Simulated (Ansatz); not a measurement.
Input file:

```
crystal:
  lattice:
    - [0.0, 2.6799390578, 2.6799390578]
    - [2.6799390578, 0.0, 2.6799390578]
    - [2.6799390578, 2.6799390578, 0.0]
  atoms:
    - { symbol: Co, position: [0.0, 0.0, 0.0] }
    - { symbol: Si, position: [0.25, 0.25, 0.25] }
    - { symbol: Si, position: [0.75, 0.75, 0.75] }
basis:
  ecutwfc: 420
kpoints:
  mp_grid: { grid: [16, 16, 16] }
hamiltonian:
  xc: pbe
scf:
  occupations: { method: gaussian, width: 0.15 }
output:
  forces: true
  stress: true
  eigenvalues: true
  write_density: true
  write_potential: true
  elf: true
  volumetric_format: npy
```

Command:

```sh
ansatz run input.yaml --threads 1 --pin off --max-ram 2560MiB --backend cpu --events-out ev --progress --plain --runs-dir out
```

Below, planes, directions and counts refer to the conventional cell (a = 5.36 Å, b = 5.36 Å, c = 5.36 Å, α = 90.00°, β = 90.00°, γ = 90.00°).

Space group Fm-3m; computed without spin polarisation.

Theory: DFT PBE, scalar-relativistic, plane waves, PAW in Ansatz.

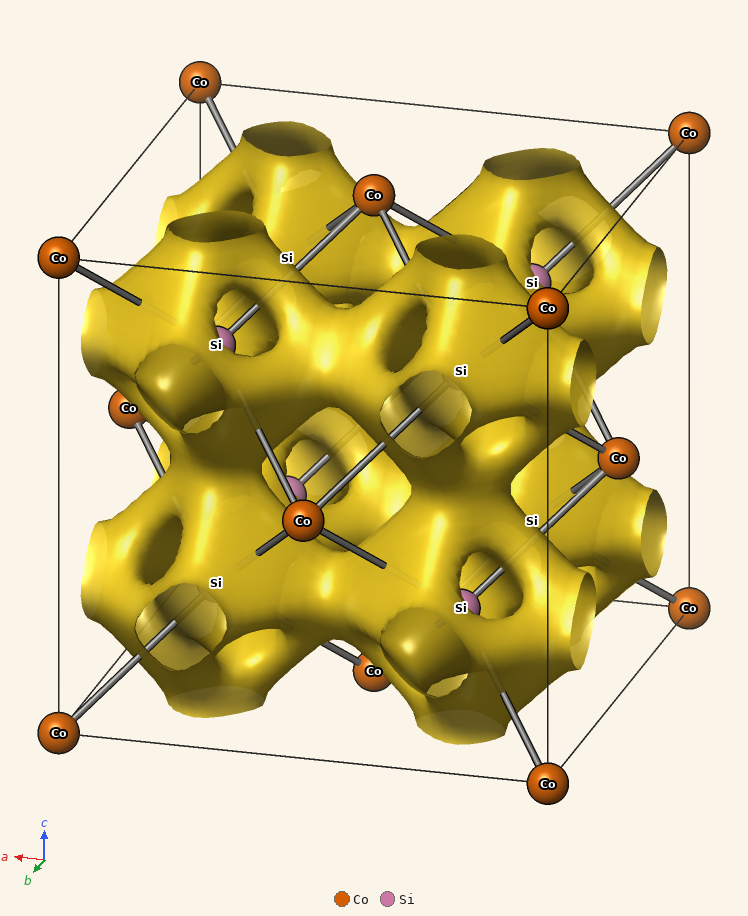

CoSi$_{2}$. Isosurface of the ELF at 0.55 (yellow), seen at an oblique angle. Core shells and regions of very low density are left out. Sticks mark near contacts.

Core electrons are frozen (PAW), and the valence fields are smoothed inside the atomic spheres.

**What do the ELF domains correspond to?**

The surface consists of one network that runs through the whole crystal, counted in one cell of 12 atoms. Any copies at cell faces, edges or corners count once. Profiles from the grid: Co–Si (2.32 Å): the ELF peaks at about 0.75 in the valence shell of Si, 0.9 Å from its nucleus, and is about 0.50 at the midpoint.

**Metal or insulator at this level of theory?**

It is metallic or semimetallic at this level of theory: no gap opens.
